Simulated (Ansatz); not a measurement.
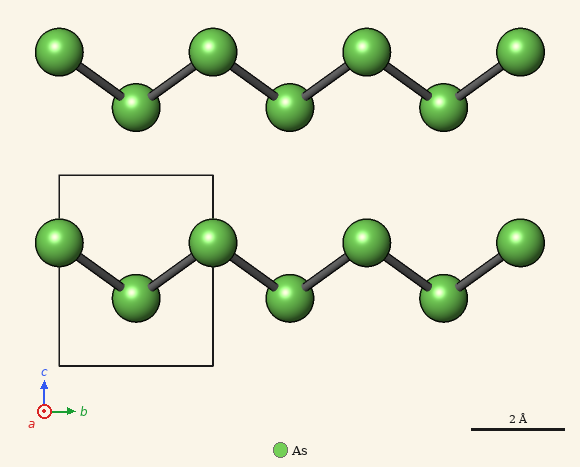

A crystal of As (a generated structure, set up in Pmmn), before the relaxation. The picture is a ball-and-stick view of the cell of the calculation, repeated 1 × 3 × 2 with one cell outlined, seen along the a axis.

Computed with Ansatz 0.2.0, DFT PBE, scalar-relativistic, plane waves, PAW.

The input:
```yaml
crystal:
  lattice:
    - [3.3429705425, 0.0, 0.0]
    - [0.0, 3.3247693812, 0.0]
    - [0.0, 0.0, 4.125146276]
  atoms:
    - { symbol: As, position: [0.0, 0.0, 0.6453001924] }
    - { symbol: As, position: [0.5, 0.5, 0.3546998076] }
basis:
  ecutwfc: 420
kpoints:
  mp_grid: { grid: [16, 16, 14] }
hamiltonian:
  xc: pbe
scf:
  occupations: { method: gaussian, width: 0.1 }
output:
  forces: true
  stress: true
  eigenvalues: true
relax:
  adjacent_minimum: "off"
  f_tol: 0.01
  max_steps: 80
  cell: { stress_tol: 0.05 }
```

Launched with:
```bash
ansatz run input.yaml --threads 1 --pin off --max-ram 2560MiB --backend cpu --events-out ev --progress --plain --runs-dir out
```

Predict the outcome.

The largest moves relative to the cell, 0.006 Å, are those of As1 and As2. As1 goes along +c. The volume changes by +0.1 %, with a 3.343 → 3.326 Å (−0.5 %), b 3.325 → 3.326 Å (0.0 %), c 4.125 → 4.147 Å (+0.5 %). The space group (tolerance 0.01 Å) goes from Pmmn (No. 59) to P4/nmm (No. 129). After 3 accepted moves (4 points after the start) the energy has fallen by 0.3 meV per atom. The largest force component goes from 0.049 to 0.0025 eV/Å. The pressure goes from 0.10 to 0.01 GPa. The SCF was repeated once at an unchanged geometry on a basis and grid sized afresh for the cell, which shifted the energy by less than 0.05 meV per atom at most.

Step by step:

```
step  E − E(0), meV/atom  largest force component, eV/Å  pressure, GPa  volume, Å³/atom                      note
   0                0.00                         0.0488           0.10           22.925                          
   1               -0.27                         0.0153           0.04           22.829                          
   2               -0.32                         0.0020          -0.01           22.912                          
   3               -0.33                         0.0025           0.01           22.940                          
   4               -0.33                         0.0025           0.01           22.940  same geometry, new basis
```

The structure at the end:

```
CELL_PARAMETERS angstrom
3.32620 0.00000 0.00000
0.00000 3.32616 0.00000
0.00000 0.00000 4.14698
ATOMIC_POSITIONS crystal
As 0.00000 0.00000 0.64669
As 0.50000 0.50000 0.35331
```
